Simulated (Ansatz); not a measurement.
# NbN: single-point calculation (part 2 of 2)

Continued. System: NbN (Fm-3m, 4 atoms in the cell). Method: DFT LDA+U+J, scalar-relativistic, plane waves, PAW, U = 4 eV, J = 0.5 eV on Nb atom 1 d; U = 4 eV, J = 0.5 eV on Nb atom 3 d, spin-polarised (Ansatz 0.2.0); cutoff 420 eV, 7×7×7 k-mesh, Gaussian smearing of 0.05 eV, collinear spins. The structure derives from an entry of the Crystallography Open Database. It belongs to a series of runs on one base structure; here: ferromagnetic start, free, natural orbitals of the symmetric run filled by rank.

Geometry of the input (Å; fractional positions):
```
0.0000  2.1945  2.1945
2.1945  0.0000  2.1945
4.3890  4.3890  0.0000
Nb 0.5000  0.5000  0.2500
N  0.0000  0.0000  0.0000
Nb 0.5000  0.5000  0.7500
N  0.0000  -0.0000  0.5000
```

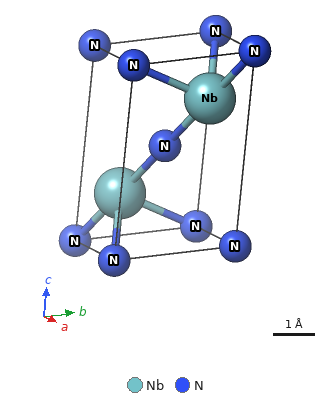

*The structure as given in the input (ball-and-stick view of the reduced cell, seen slightly off an axis).*

## Output, continued
```
SCF iter  40: F=-9629.587269 eV  HF=-9629.587269 eV  |F-HF|=6.07e-8  |Δ(HF+E_count)|=   5.85e-7  Δρ=6.89e-6 (↑6.89e-6 ↓4.99e-6)  dr2=7.64e-10  dr2_m=1.36e-8  M=-0.034 μB ∫|m|=0.036 μB  β_m=0.35  ethr=2.33e-12  ⟨swp⟩=5.1  Hψ=46466  notcnv=0
iter 41 did not close the SCF: its close was put off for a magnetic moment that had not settled (scf_convergence_deferred on its scf_iter line)
SCF iter  41: F=-9629.587270 eV  HF=-9629.587270 eV  |F-HF|=5.27e-8  |Δ(HF+E_count)|=   7.51e-7  Δρ=6.65e-6 (↑6.65e-6 ↓4.67e-6)  dr2=1.47e-9  dr2_m=1.19e-8  M=-0.034 μB ∫|m|=0.035 μB  β_m=1.00  ethr=2.12e-12  ⟨swp⟩=5.4  Hψ=47692  notcnv=0
iter 42 did not close the SCF: its close was put off for a magnetic moment that had not settled (scf_convergence_deferred on its scf_iter line)
SCF iter  42: F=-9629.587270 eV  HF=-9629.587270 eV  |F-HF|=4.66e-8  |Δ(HF+E_count)|=   4.14e-7  Δρ=6.15e-6 (↑6.15e-6 ↓4.52e-6)  dr2=8.71e-10  dr2_m=1.09e-8  M=-0.033 μB ∫|m|=0.034 μB  β_m=0.14  ethr=2.12e-12  ⟨swp⟩=5.1  Hψ=45619  notcnv=0
iter 43 did not close the SCF: its close was put off for a magnetic moment that had not settled (scf_convergence_deferred on its scf_iter line)
SCF iter  43: F=-9629.587271 eV  HF=-9629.587271 eV  |F-HF|=3.54e-8  |Δ(HF+E_count)|=   7.51e-7  Δρ=6.02e-6 (↑6.02e-6 ↓4.45e-6)  dr2=3.40e-9  dr2_m=9.80e-9  M=-0.033 μB ∫|m|=0.034 μB  β_m=0.25  ethr=2.12e-12  ⟨swp⟩=5.3  Hψ=47769  notcnv=0
iter 44 did not close the SCF: its close was put off for a magnetic moment that had not settled (scf_convergence_deferred on its scf_iter line)
SCF iter  44: F=-9629.587272 eV  HF=-9629.587272 eV  |F-HF|=2.77e-8  |Δ(HF+E_count)|=   8.28e-7  Δρ=5.05e-6 (↑5.05e-6 ↓4.85e-6)  dr2=2.57e-9  dr2_m=8.52e-9  M=-0.033 μB ∫|m|=0.033 μB  β_m=1.00  ethr=2.12e-12  ⟨swp⟩=5.0  Hψ=49340  notcnv=0
iter 45 did not close the SCF: its close was put off for a magnetic moment that had not settled (scf_convergence_deferred on its scf_iter line)
SCF iter  45: F=-9629.587272 eV  HF=-9629.587272 eV  |F-HF|=1.27e-8  |Δ(HF+E_count)|=   7.88e-7  Δρ=5.07e-6 (↑4.38e-6 ↓5.07e-6)  dr2=1.12e-8  dr2_m=4.51e-9  M=-0.031 μB ∫|m|=0.031 μB  β_m=1.00  ethr=2.12e-12  ⟨swp⟩=5.2  Hψ=50917  notcnv=0
iter 46 did not close the SCF: its close was put off for a magnetic moment that had not settled (scf_convergence_deferred on its scf_iter line)
SCF iter  46: F=-9629.587272 eV  HF=-9629.587272 eV  |F-HF|=1.27e-8  |Δ(HF+E_count)|=   5.67e-8  Δρ=4.53e-6 (↑4.53e-6 ↓2.71e-6)  dr2=3.71e-9  dr2_m=3.45e-9  M=-0.033 μB ∫|m|=0.033 μB  β_m=0.90  ethr=2.12e-12  ⟨swp⟩=4.8  Hψ=46328  notcnv=0
iter 47 did not close the SCF: its close was put off for a magnetic moment that had not settled (scf_convergence_deferred on its scf_iter line)
SCF iter  47: F=-9629.587273 eV  HF=-9629.587273 eV  |F-HF|=2.56e-9  |Δ(HF+E_count)|=   2.49e-7  Δρ=3.39e-6 (↑3.39e-6 ↓2.31e-6)  dr2=6.38e-9  dr2_m=8.40e-10  M=-0.033 μB ∫|m|=0.033 μB  β_m=0.95  ethr=2.12e-12  ⟨swp⟩=4.7  Hψ=47038  notcnv=0
iter 48 did not close the SCF: its close was put off for a magnetic moment that had not settled (scf_convergence_deferred on its scf_iter line)
SCF iter  48: F=-9629.587273 eV  HF=-9629.587273 eV  |F-HF|=1.27e-9  |Δ(HF+E_count)|=   2.03e-8  Δρ=2.32e-6 (↑2.32e-6 ↓1.53e-6)  dr2=3.75e-9  dr2_m=5.77e-10  M=-0.033 μB ∫|m|=0.033 μB  β_m=0.98  ethr=2.12e-12  ⟨swp⟩=5.5  Hψ=48956  notcnv=0
iter 49 did not close the SCF: its close was put off for a magnetic moment that had not settled (scf_convergence_deferred on its scf_iter line)
SCF iter  49: F=-9629.587273 eV  HF=-9629.587273 eV  |F-HF|=8.28e-10  |Δ(HF+E_count)|=   1.23e-8  Δρ=1.99e-6 (↑1.99e-6 ↓1.45e-6)  dr2=3.38e-9  dr2_m=2.37e-10  M=-0.033 μB ∫|m|=0.033 μB  β_m=0.99  ethr=2.12e-12  ⟨swp⟩=4.9  Hψ=46347  notcnv=0
iter 50 did not close the SCF: its close was put off for a magnetic moment that had not settled (scf_convergence_deferred on its scf_iter line)
SCF iter  50: F=-9629.587273 eV  HF=-9629.587273 eV  |F-HF|=5.00e-10  |Δ(HF+E_count)|=   6.00e-9  Δρ=9.81e-7 (↑9.81e-7 ↓7.40e-7)  dr2=3.41e-10  dr2_m=1.81e-10  M=-0.033 μB ∫|m|=0.033 μB  β_m=0.99  ethr=2.12e-12  ⟨swp⟩=4.6  Hψ=40743  notcnv=0
iter 51 did not close the SCF: its close was put off for a magnetic moment that had not settled (scf_convergence_deferred on its scf_iter line)
SCF iter  51: F=-9629.587273 eV  HF=-9629.587273 eV  |F-HF|=4.26e-10  |Δ(HF+E_count)|=   4.04e-9  Δρ=6.76e-7 (↑6.76e-7 ↓4.97e-7)  dr2=3.53e-11  dr2_m=1.21e-10  M=-0.033 μB ∫|m|=0.033 μB  β_m=1.00  ethr=1.00e-12  ⟨swp⟩=4.5  Hψ=38635  notcnv=0
iter 52 did not close the SCF: its close was put off for a magnetic moment that had not settled (scf_convergence_deferred on its scf_iter line)
SCF iter  52: F=-9629.587273 eV  HF=-9629.587273 eV  |F-HF|=3.46e-10  |Δ(HF+E_count)|=   3.44e-9  Δρ=5.66e-7 (↑5.66e-7 ↓4.02e-7)  dr2=8.64e-12  dr2_m=8.86e-11  M=-0.034 μB ∫|m|=0.034 μB  β_m=1.00  ethr=1.00e-12  ⟨swp⟩=4.4  Hψ=38418  notcnv=0
iter 53 did not close the SCF: its close was put off for a magnetic moment that had not settled (scf_convergence_deferred on its scf_iter line)
SCF iter  53: F=-9629.587273 eV  HF=-9629.587273 eV  |F-HF|=3.07e-10  |Δ(HF+E_count)|=   2.45e-9  Δρ=5.48e-7 (↑5.48e-7 ↓3.59e-7)  dr2=1.07e-11  dr2_m=7.83e-11  M=-0.034 μB ∫|m|=0.034 μB  β_m=1.00  ethr=1.00e-12  ⟨swp⟩=4.0  Hψ=37446  notcnv=0
iter 54 did not close the SCF: its close was put off for a magnetic moment that had not settled (scf_convergence_deferred on its scf_iter line)
SCF iter  54: F=-9629.587273 eV  HF=-9629.587273 eV  |F-HF|=1.96e-10  |Δ(HF+E_count)|=   5.41e-9  Δρ=4.67e-7 (↑4.67e-7 ↓2.85e-7)  dr2=1.33e-11  dr2_m=5.20e-11  M=-0.034 μB ∫|m|=0.034 μB  β_m=1.00  ethr=1.00e-12  ⟨swp⟩=4.6  Hψ=39595  notcnv=0
SCF iter  55: F=-9629.587273 eV  HF=-9629.587273 eV  |F-HF|=5.82e-11  |Δ(HF+E_count)|=   6.13e-9  Δρ=2.96e-7 (↑2.96e-7 ↓2.02e-7)  dr2=2.18e-11  dr2_m=1.88e-11  M=-0.034 μB ∫|m|=0.034 μB  ethr=1.00e-12  ⟨swp⟩=4.0  Hψ=41818  notcnv=0
WARN: hamiltonian.hubbard: on 2 of 4 specified blocks the occupation matrix of this SCF's result fails the test of the specified filling. At site 0 ↑ (sites count from 0 in the list of atoms of the cell that this SCF solves) the least filled combination of the orbitals specified full has occupation 0.445, and the fullest combination of the orbitals specified empty has occupation 0.442; the filling counts as kept where the first is at least 0.75 and exceeds the second by more than 0.25. The same holds at site 2 ↑. The state of this SCF's result may not hold the specified filling, though these bounds can also misjudge a state that does. This warning does not say which state is lower in energy, or whether the specified filling is a self-consistent state at all; see hamiltonian.hubbard.sites[].starting_ns, Limitations, and scf.initial_density.shell_occupations in the input reference
SCF 1 converged in 55 iterations: F = -9629.587273 eV  dr2 = 2.18e-11
  greatest PAW one-centre occupation: 0.997 electrons in one spin orbital (limit 2), on the Nb atom at site 2 (counted from 0), in its partial waves of l = 0
SCF converged after 55 iterations
Magnetization: -0.0339 μB (17.9831 up, 18.0169 down)
Absolute magnetization: 0.0339 μB (∫|ρ↑−ρ↓|, with the PAW one-centre terms)
Spin contamination: 0.0003 ħ² per cell (⟨S²⟩ above its minimum at these occupations)
Per-site moments (μB) at R_I (Å): [(-0.008807757052449721, 0.9052315511250002), (-0.0011614732457978687, 0.9052315511250002), (-0.008807757052449744, 0.9052315511250002), (-0.0011614732457978603, 0.9052315511250002)]
Free energy (F): -9629.587273 eV
Harris-Foulkes:  -9629.587273 eV  (|F-HF|=5.82e-11)
Internal energy: -9629.584030 eV  (E = F + TS)
E sigma→0 (E₀):  -9629.585652 eV
Entropy (-TS):   -0.003243 eV (-0.811 meV/atom)
Fermi energy:    20.452203 eV
--- Per-component energies (eV) ---
  E_band       = -23.992631
  E_kinetic    = 1057.788166
  E_local      = -1450.539771  (includes V_loc(G=0)·N_el)
  E_nonlocal   = 338.743354
  E_hartree    = 434.670296
  E_xc         = -471.313333
  E_vxc        = -581.895236  (∫ρ·V_xc dr)
  E_hubbard    = 8.172549  (on-site DFT+U / exact-exchange correction)
  E_vhub       = 2.657915  (the Hubbard potential's part of the band-sum identity)
  E_paw        = -6165.141301  (= ΣΔE_a)
  E_vpaw       = -260.087857  (= ΣTr[D̂ρ^β])
  E_aug_tail   = 0.000189  (compensation charges beyond the density's cutoff)
  E_ewald      = -3382.975656
  E_core_change = 1.011477  (= ΣΔE_core)
  E_smearing   = -0.003243  (= −TS)
  E_closure    = 0.000000  (closes the sum)
  Σ components = -9629.587273   (vs F -9629.587273, Δ=0.00e0)
--- DFT+U+J on-site energies (Liechtenstein; fll double counting; per corrected site; eV) ---
  site 0 (l=d): U=4.0000  J=0.5000  Tr N=3.9106  E_int=25.916966  E_dc=21.830692  E_U=4.086274
  site 2 (l=d): U=4.0000  J=0.5000  Tr N=3.9106  E_int=25.916966  E_dc=21.830692  E_U=4.086274
--- Specified on-site occupations, and those of the state reported ---
  electrons in the specified blocks: 4.2000 specified, 7.8212 found
  site 0 (l=d) ↑: largest change of an orbital's occupation 0.5248; electrons 2.0000 specified, 1.9475 found; spectral distance 0.9457
  site 2 (l=d) ↑: largest change of an orbital's occupation 0.5248; electrons 2.0000 specified, 1.9475 found; spectral distance 0.9457
  site 0 (l=d) ↓: largest change of an orbital's occupation 0.4336; electrons 0.1000 specified, 1.9632 found; spectral distance 0.8475
  site 2 (l=d) ↓: largest change of an orbital's occupation 0.4336; electrons 0.1000 specified, 1.9632 found; spectral distance 0.8475
--- Forces (eV/Å), atoms counted from 1 ---
  atom   1  Nb     0.00000000     0.00000000     0.00000000
  atom   2  N      0.00000000     0.00000000     0.00000000
  atom   3  Nb     0.00000000     0.00000000     0.00000000
  atom   4  N      0.00000000     0.00000000     0.00000000
  max |Σ_I F_I| component: 7.89e-31 eV/Å
--- Stress (GPa, compression-positive) ---
       -5.268496      -0.295360       0.295489
       -0.295360      -5.268434       0.295492
        0.295489       0.295492      -5.268427
  P = ⅓ Tr σ = -5.2685 GPa (-52.685 kbar)
--- Band table (eV; the first three rows and the last of 344) ---
  k-point 0 ↑: bands = ["-35.9947", "-35.8488", "-12.7620", "-11.7925", "-11.7925", "-11.6989", "-11.6989", "-11.6945", "3.0379", "5.6922", "11.3152", "13.5870", "13.5870", "17.1694", "17.1694", "17.1702", "18.4590", "18.4590", "18.4803", "20.7828", "20.7828", "21.9859", "21.9860", "22.4877"]
  k-point 1 ↑: bands = ["-35.9879", "-35.8563", "-12.7131", "-11.7879", "-11.7879", "-11.7519", "-11.7036", "-11.7036", "3.1530", "5.5255", "11.5542", "13.6898", "13.6898", "16.5701", "16.7489", "16.7489", "18.6545", "18.6546", "18.8016", "21.2555", "21.2555", "21.7462", "21.7462", "21.9621"]
  k-point 2 ↑: bands = ["-35.9685", "-35.8770", "-12.5742", "-11.9100", "-11.7750", "-11.7750", "-11.7166", "-11.7166", "3.4795", "5.0952", "12.2053", "13.9951", "13.9951", "15.4554", "15.9526", "15.9526", "19.0766", "19.0767", "19.2470", "21.0768", "21.1408", "21.1409", "22.3525", "22.3525"]
  k-point 171 ↓: bands = ["-35.8505", "-35.8112", "-12.7098", "-12.5402", "-12.1428", "-12.0198", "-11.9012", "-11.8298", "4.2322", "5.4825", "11.7009", "13.7848", "13.7905", "14.6257", "14.6310", "15.8230", "17.2988", "21.2752", "21.7421", "22.3938", "22.9899", "23.0680", "23.6106", "24.9604"]
Occupation matrices written to [file]
--- Löwdin populations: 4 sites ---
  site symbol       q [e]    m [muB]
     0     Nb     12.2804    -0.0157
     1      N      5.6501    -0.0010
     2     Nb     12.2804    -0.0157
     3      N      5.6501    -0.0010
  spilling = 0.003860 (of n_electrons = 36.000000)
--- Occupation matrices: 2 shells (run DFT+U table (all-electron-ortho-atomic); ε = 7.75e-4) ---
  Nb0 d_4D: site group Oh (m-3m); on the run's cell D3d (-3m)
  Nb0 d_4D up     Tr n = 1.9475  λ = 0.308 0.308 0.442 0.445 0.445  [2× z2 0.50 (Eg 1.00) Eg(1.00)/Eg(1.00) | xy 0.33 (T2g 1.00) T2g(1.00)/A1g(1.00) | 2× yz 0.33 (T2g 1.00) T2g(1.00)/Eg(1.00)]
  Nb0 d_4D dn     Tr n = 1.9632  λ = 0.308 0.308 0.447 0.447 0.454  [2× z2 0.50 (Eg 1.00) Eg(1.00)/Eg(1.00) | 2× yz 0.33 (T2g 1.00) T2g(1.00)/Eg(1.00) | xy 0.33 (T2g 1.00) T2g(1.00)/A1g(1.00)]
  specified occupation → Nb0 d_4D up: matrix, ‖Δ‖_F = 0.9457, Tr Δ = +0.0525, displaced = 1.0234, d_λ = 0.9457; orbital distance = 0.0480
  specified occupation → Nb0 d_4D dn: matrix, ‖Δ‖_F = 0.8475, Tr Δ = -1.8632, displaced = 0.9316, d_λ = 0.8475; orbital distance = 0.0000
  Nb2 d_4D: site group Oh (m-3m); on the run's cell D3d (-3m)
  Nb2 d_4D up     Tr n = 1.9475  λ = 0.308 0.308 0.442 0.445 0.445  [2× z2 0.50 (Eg 1.00) Eg(1.00)/Eg(1.00) | xy 0.33 (T2g 1.00) T2g(1.00)/A1g(1.00) | 2× yz 0.33 (T2g 1.00) T2g(1.00)/Eg(1.00)]
  Nb2 d_4D dn     Tr n = 1.9632  λ = 0.308 0.308 0.447 0.447 0.454  [2× z2 0.50 (Eg 1.00) Eg(1.00)/Eg(1.00) | 2× yz 0.33 (T2g 1.00) T2g(1.00)/Eg(1.00) | xy 0.33 (T2g 1.00) T2g(1.00)/A1g(1.00)]
  specified occupation → Nb2 d_4D up: matrix, ‖Δ‖_F = 0.9457, Tr Δ = +0.0525, displaced = 1.0234, d_λ = 0.9457; orbital distance = 0.0480
  specified occupation → Nb2 d_4D dn: matrix, ‖Δ‖_F = 0.8475, Tr Δ = -1.8632, displaced = 0.9316, d_λ = 0.8475; orbital distance = 0.0000
  Tr n, λ and their labels are of the run-group-symmetrised matrices; stabiliser: 24 of 48 elements of G0×{1,Θ} (closed), max defect 2.5e-5 at τ = 1.6e-4
```

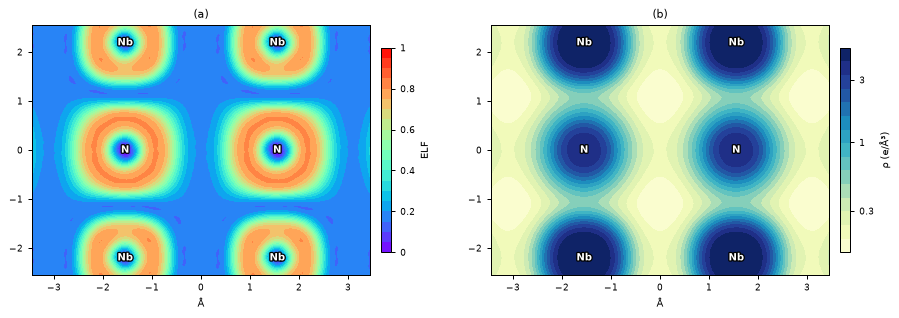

*(a) electron localisation function; (b) valence charge density (pseudo) on the (11̄0) plane of the calculation cell.*

The plane passes through Nb and N nuclei. Nb–N (2.19 Å): ρ at the midpoint is about 0.55 e/Å³; the ELF is about 0.15 at the midpoint; a polar contact without a shared pair, in a metal. Away from the nuclei the density in this plane falls to 0.15 e/Å³ at its lowest. The strong features right at Nb lie inside the PAW spheres (semicore, d or f shells) and say nothing about bonding. In a PAW calculation such maps are meaningful between the atoms, not at the nuclei.

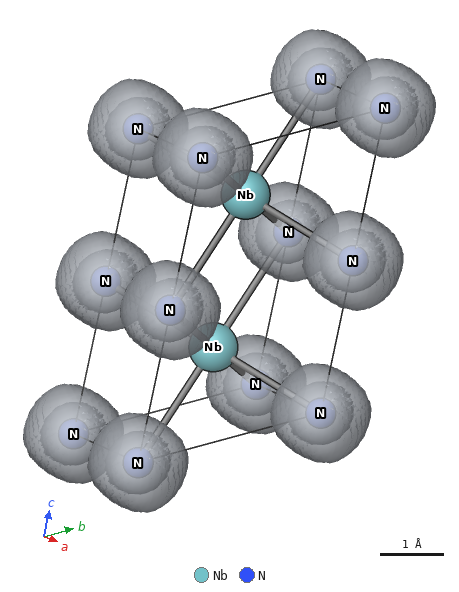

*Isosurface of the electron localisation function at 0.75 (grey), seen slightly off an axis. Only the valence region is drawn (cores and ρ < 0.01 e/Å³ removed). Sticks mark near contacts. The outline is the calculation cell.*

Values along the shortest contacts: Nb–N (2.19 Å): the ELF is about 0.15 at the midpoint; a polar contact without a shared pair, in a metal.

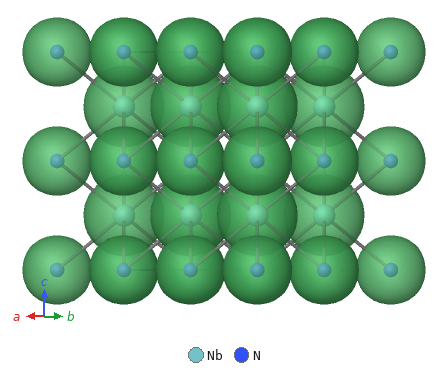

*Isosurface of the valence electron density at 0.8 e/Å³ (green), seen along [110]. Sticks mark near contacts. The outline is the calculation cell.*

At this value the density breaks into separate islands; it holds about 70 % of the electrons treated as valence (semicore included). It is pinched off along the Nb–N (2.19 Å) contacts. On the grid the lowest density along these lines, outside the cores, is 0.54 e/Å³ (Nb–N, 2.19 Å).

## Summary

```tsv
quantity	value
outcome	converged
space group (tolerance 0.01 Å)	Fm-3m (225)
electrons treated	36
free energy	−9629.5873 eV
Fermi energy	20.452 eV
gap on the k-point mesh	none (metallic)
net moment of the cell	−0.03 μB
integrated absolute moment	0.03 μB
pressure	−5.27 GPa
largest force (length of the vector)	under 0.001 eV/Å
hardware	2 threads of AMD EPYC (Zen 5), 16 GiB of memory available, shared host
wall time	32 s (CPU time 61 s)
peak memory	0.67 GiB
```

## Notes

Warnings of the run: the typed occupations were not kept; the occupation matrices lower the symmetry. The cell is under a tension of 5.3 GPa at this level, so it is not at its equilibrium volume.
